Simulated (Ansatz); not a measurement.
A series of calculations on AlNi

**1. Relaxation**

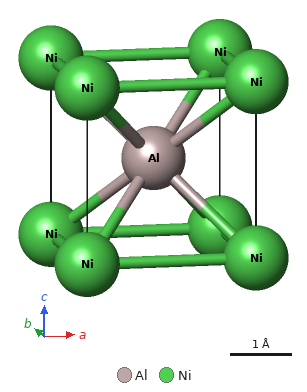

This is the input geometry for a relaxation of a crystal of AlNi (set up in P4/mmm). Style: ball-and-stick. Shown: the cell of the calculation, slightly off an axis.

Case: uniaxial strain along c of +3.0 %; a, b and atoms relaxed.

Level of theory: Ansatz, DFT PBE, scalar-relativistic, plane waves, PAW.

Input file:
```yaml
crystal:
  lattice:
    - [2.8713937465, 0.0, 0.0]
    - [0.0, 2.8713937465, 0.0]
    - [0.0, 0.0, 2.9798846941]
  atoms:
    - { symbol: Al, position: [0.5, 0.5, 0.5] }
    - { symbol: Ni, position: [0.0, 0.0, 0.0] }
basis:
  ecutwfc: 420
kpoints:
  mp_grid: { grid: [18, 18, 18] }
hamiltonian:
  xc: pbe
scf:
  occupations: { method: gaussian, width: 0.1 }
output:
  forces: true
  stress: true
  eigenvalues: true
relax:
  adjacent_minimum: "off"
  f_tol: 0.008
  max_steps: 40
  cell: { stress_tol: 0.015, fix: [c, angles] }
```

Launched with:
```bash
ansatz run input.yaml --threads 1 --pin off --max-ram 2560MiB --backend cpu --events-out ev --progress --plain --runs-dir out
```

### Predict the outcome.

Over 2 accepted moves (3 points after the start) the energy falls by 0.5 meV per atom. All forces vanish by symmetry, so only the cell relaxes. Pressure: −2.20 GPa at the start and −0.81 GPa at the end. At 1 point the geometry stayed and the basis and grid were re-selected for the new cell (energy shift of less than 0.05 meV per atom at most each time). No atom moves by more than 0.005 Å relative to the cell. The volume changes by −0.9 %, with a = b 2.871 → 2.858 Å (−0.5 %), c unchanged at 2.980 Å. Among the contacts that change: Ni2–Ni2 2.871 → 2.858 Å, Al1–Al1 2.871 → 2.858 Å, Al1–Ni2 2.518 → 2.511 Å. The space group stays P4/mmm (No. 123). The run took 49 s on 1 thread of Arm Neoverse V1, with other jobs on the host, peak memory 0.48 GiB.

**2. Relaxation**

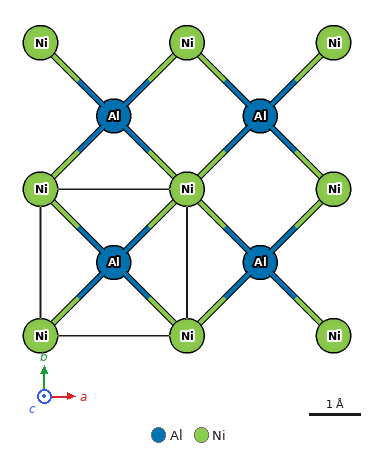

This is the input geometry for a relaxation of a crystal of AlNi (set up in P4/mmm). Style: ball-and-stick. Shown: the cell of the calculation, repeated 2 × 2 × 1 with one cell outlined, along the c axis.

Case: uniaxial strain along c of -4.5 %; a, b and atoms relaxed.

Theory: DFT PBE, scalar-relativistic, plane waves, PAW (Ansatz).

Input file:
```yaml
crystal:
  lattice:
    - [2.9256392203, 0.0, 0.0]
    - [0.0, 2.9256392203, 0.0]
    - [0.0, 0.0, 2.7629027989]
  atoms:
    - { symbol: Al, position: [0.5, 0.5, 0.5] }
    - { symbol: Ni, position: [0.0, 0.0, 0.0] }
basis:
  ecutwfc: 420
kpoints:
  mp_grid: { grid: [18, 18, 18] }
hamiltonian:
  xc: pbe
scf:
  occupations: { method: gaussian, width: 0.1 }
output:
  forces: true
  stress: true
  eigenvalues: true
relax:
  adjacent_minimum: "off"
  f_tol: 0.008
  max_steps: 40
  cell: { stress_tol: 0.015, fix: [c, angles] }
```

Command:
```bash
ansatz run input.yaml --threads 1 --pin off --max-ram 2560MiB --backend cpu --events-out ev --progress --plain --runs-dir out
```

> Predict the outcome.

The atoms keep their places relative to the cell (all moves are under 0.005 Å). Cell: a = b 2.926 → 2.945 Å (+0.7 %), c unchanged at 2.763 Å. Volume +1.3 %. Among the contacts that change: Al1–Ni2 2.488 → 2.499 Å. The space group stays P4/mmm (No. 123). After 3 accepted moves (4 points after the start) the energy has fallen by 1.2 meV per atom. All forces vanish by symmetry, so only the cell relaxes. Pressure: 4.20 GPa at the start and 1.98 GPa at the end. At 1 point the geometry stayed and the basis and grid were re-selected for the new cell (energy shift of 0.1 meV per atom at most each time). The run took 59 s on 1 thread of Arm Neoverse V1 (shared host), peak memory 0.47 GiB.

History of the run:

```json
{"step": "0", "E − E(0), meV/atom": "0.00", "pressure, GPa": "4.20", "volume, Å³/atom": "11.824", "note": ""}
{"step": "1", "E − E(0), meV/atom": "-0.88", "pressure, GPa": "2.96", "volume, Å³/atom": "11.911", "note": ""}
{"step": "2", "E − E(0), meV/atom": "-1.09", "pressure, GPa": "2.00", "volume, Å³/atom": "11.980", "note": ""}
{"step": "3", "E − E(0), meV/atom": "-1.09", "pressure, GPa": "1.97", "volume, Å³/atom": "11.982", "note": ""}
{"step": "4", "E − E(0), meV/atom": "-1.15", "pressure, GPa": "1.98", "volume, Å³/atom": "11.982", "note": "same geometry, new basis"}
```

**3. A change**

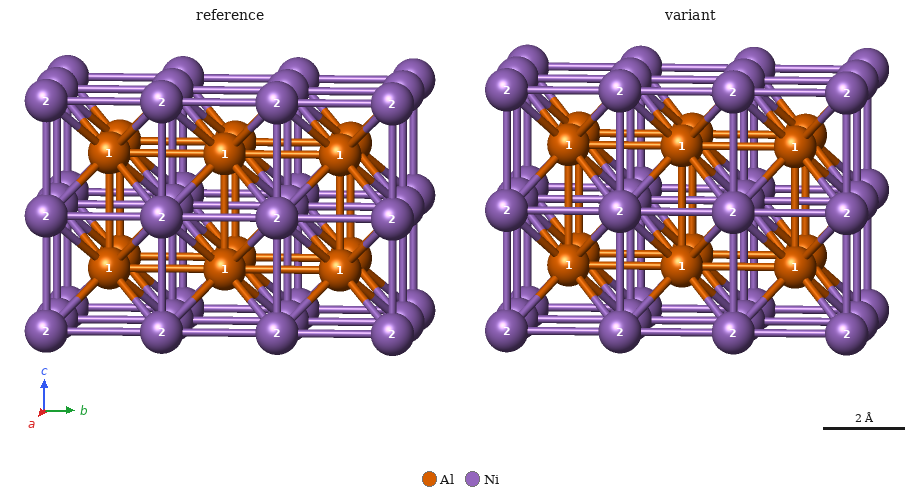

Left: crystalline AlNi (set up in Pm-3m). Right: the same structure after one change, at the same scale. Style: ball-and-stick. Shown: the cell of the calculation, repeated 2 × 3 × 2 with one cell outlined, from a free direction.

Computed with Ansatz 0.2.0, DFT PBE, scalar-relativistic, plane waves, PAW. Settings: plane-wave cutoff 420 eV; k-point mesh 18 × 18 × 18; occupations gaussian; smearing width 0.1 eV; no spin polarisation.

Q: What was changed?

A: Uniaxial strain along c, +4.5 %, is applied. The a and b axes and the atoms are relaxed.

Q: What does the change do?

A: The volume changes by +0.8 %, with a = b 2.893 → 2.842 Å (−1.8 %), c 2.893 → 3.023 Å (+4.5 %). The atoms keep their places relative to the cell (all moves are under 0.005 Å). Among the bonded contacts that change: Al–Al 2.893 → 2.842 to 3.023 Å, Ni–Ni 2.893 → 2.842 to 3.023 Å, Al–Ni 2.505 → 2.515 Å. The space group (tolerance 0.01 Å) goes from Pm-3m (No. 221) to P4/mmm (No. 123). Energy change: +5.9 meV per atom. Pressure: 0.0 GPa before, −1.1 GPa after. The principal stresses (compression positive) are −3.4 GPa along c and none across it.

**4. Series**

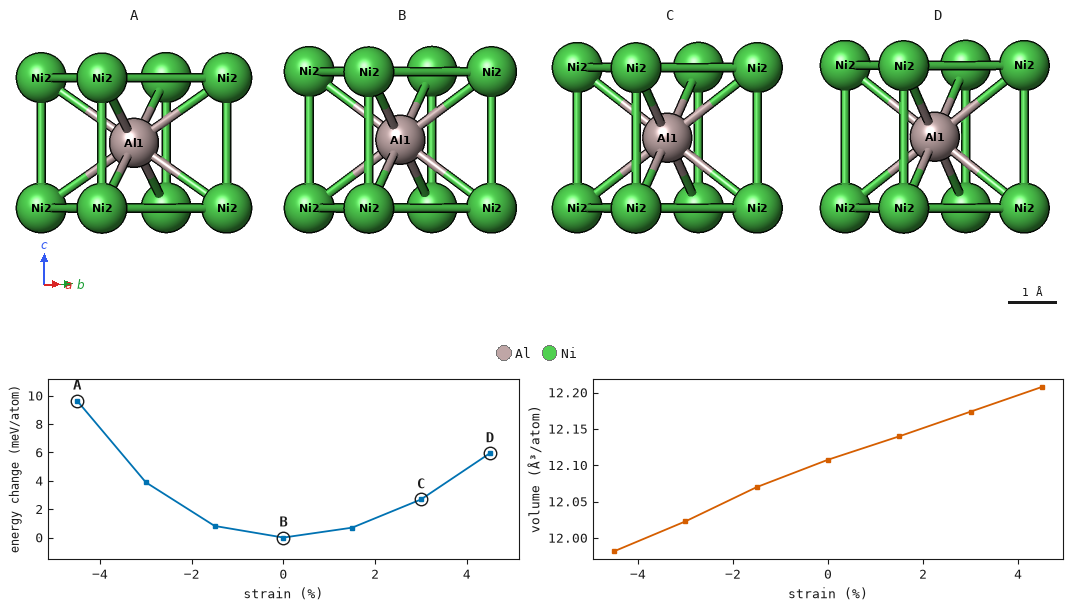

Members of a series of calculations on crystalline AlNi (set up in Pm-3m), marked on the first curve. Style: ball-and-stick. Shown: the cell of the calculation, from a free direction.

Level of theory: Ansatz, DFT PBE, scalar-relativistic, plane waves, PAW. Settings: plane-wave cutoff 420 eV; k-point mesh 18 × 18 × 18; occupations gaussian; smearing width 0.1 eV; no spin polarisation.

### Describe the series.

Uniaxial strain along c; a, b and atoms relaxed. A (strain −4.5 %): energy change 9.7 meV/atom, volume 11.98 Å³ per atom. B (strain 0.0 %): energy change 0.0 meV/atom, volume 12.11 Å³ per atom. C (strain 3.0 %): energy change 2.7 meV/atom, volume 12.17 Å³ per atom. D (strain 4.5 %): energy change 5.9 meV/atom, volume 12.21 Å³ per atom. The rest compares A with D. The drawn cell changes as follows: a = b 2.945 → 2.842 Å (−3.5 %), c 2.763 → 3.023 Å (+9.4 %); the volume changes by +1.9 %. Among the bonded contacts that change: Al–Al 2.763 → 3.023 Å, Ni–Ni 2.763 → 3.023 Å, Al–Al 2.945 → 2.842 Å.
